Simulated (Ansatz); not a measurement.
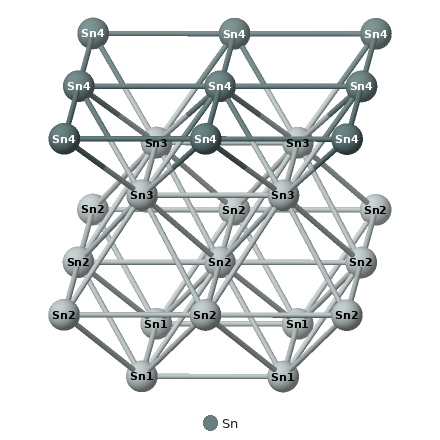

The system is Si on a Sn(110) slab cut from the I4/mmm phase (4 atoms of substrate and one adsorbate in a 1 × 1 cell); the picture shows it without the atoms that are moved over the map. 
- One Si atom a 1 × 1 cell is placed over a mesh of places on the rigid (1 1 0) surface, and only its height is relaxed.
- Places are given modulo a cell vector. The map is drawn in real space over the plane of the surface.
- The scan uses a 4 × 4 grid.
- Energies: eV, counted from the lowest grid point.
- With one adsorbate in each 1 × 1 cell, its nearest image is 3.4 Å away, so neighbouring adsorbates interact.
- The calculation used Ansatz 0.2.0, DFT PBEsol, scalar-relativistic, plane waves, PAW.

Range: place along a₁ from 0.00 to 0.75; place along a₂ from 0.00 to 0.75.

What will the energy surface look like?

The lowest grid point is at the trough between two rows of top atoms, over a second-layer Sn atom, (2/4, 2/4) of the cell vectors. The highest grid point, the top site over a surface Sn atom, (0/4, 0/4) of the cell vectors, lies 0.578 eV above the lowest. At the lowest point the adsorbate has 2 Sn at 2.73 Å as nearest neighbours, at the highest 1 Sn at 2.61 Å. Its relaxed height above the top atom is 1.49 Å at the lowest and 2.61 Å at the highest point.

```tsv
place along a₂ ↓, place along a₁ →	0/4	1/4	2/4	3/4
3/4	0.502	0.454	0.247	0.401
2/4	0.302	0.247	0.000	0.247
1/4	0.502	0.401	0.247	0.454
0/4	0.578	0.502	0.302	0.502
```

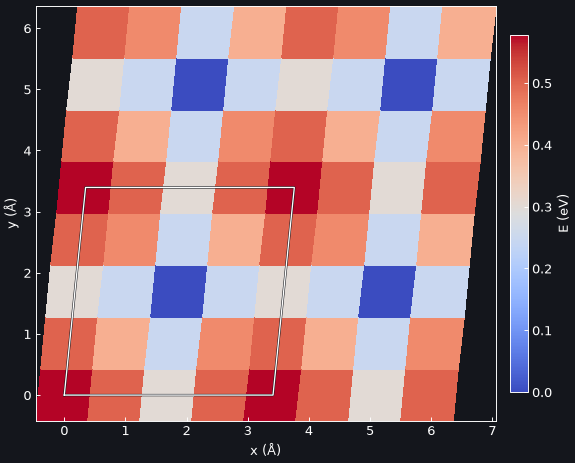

Drawn: one coloured cell a grid point, the outline of one cell of the 2 × 2 shown.
